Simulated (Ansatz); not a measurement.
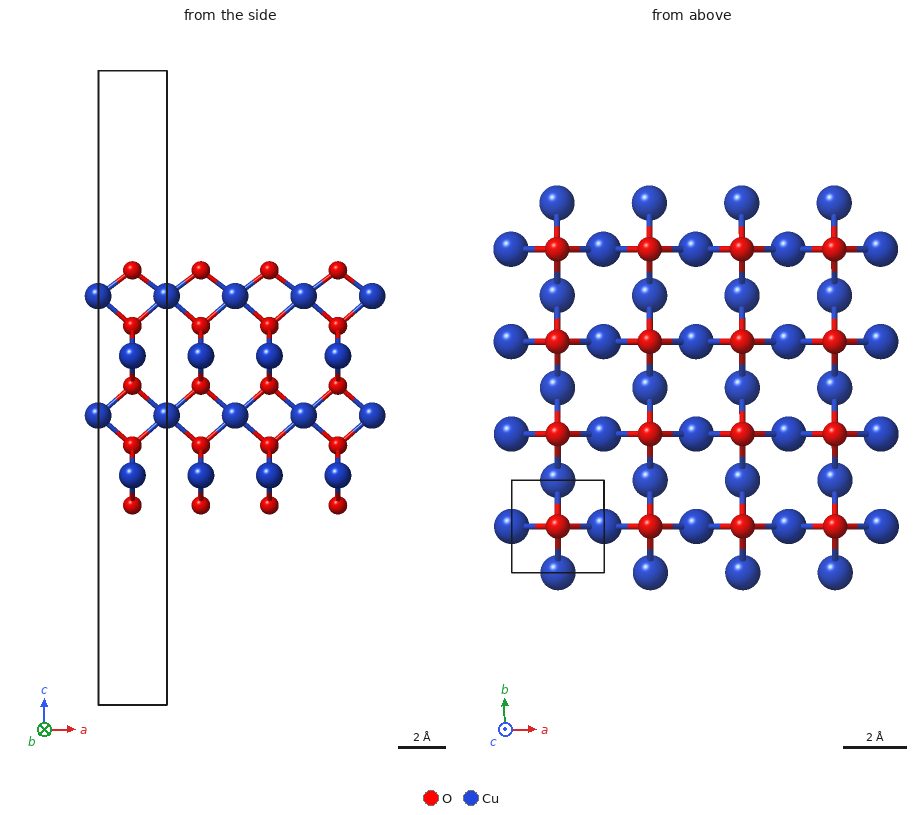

A ball-and-stick picture of a periodic slab, seen from the side and from above. The surface normal points up in side views; the box is the simulation cell. 4×4 cells are drawn in the plane, with atoms at the edges repeated.

The cell holds 4 Cu, 5 O. The slab was cut from bulk CuO (Cccm).

Which elements lie outermost on each side?

Answer. The top face ends in O, the bottom face in O. The two faces are alike.

What is the slab's thickness, atom centre to atom centre?

Answer. About 10 Å from the lowest to the highest atom, with about 17 Å of vacuum to the next image.

What layers make up the slab, from top to bottom?

Answer. Nine planes: O / Cu / O / Cu / O / Cu / O / Cu / O.

On which plane does the slab lie?

Answer. (0 0 1).

The initial geometry was a structure listed in the Materials Project, from which a slab was cut. The atoms were relaxed in a fixed cell with DFT PBE, scalar-relativistic, plane waves, PAW (Ansatz), but for four held in place.

At this level of theory the run's own cell isn't at rest (forces up to 2.2 eV/Å), so its distances can differ from those at equilibrium, the more so the softer the solid.
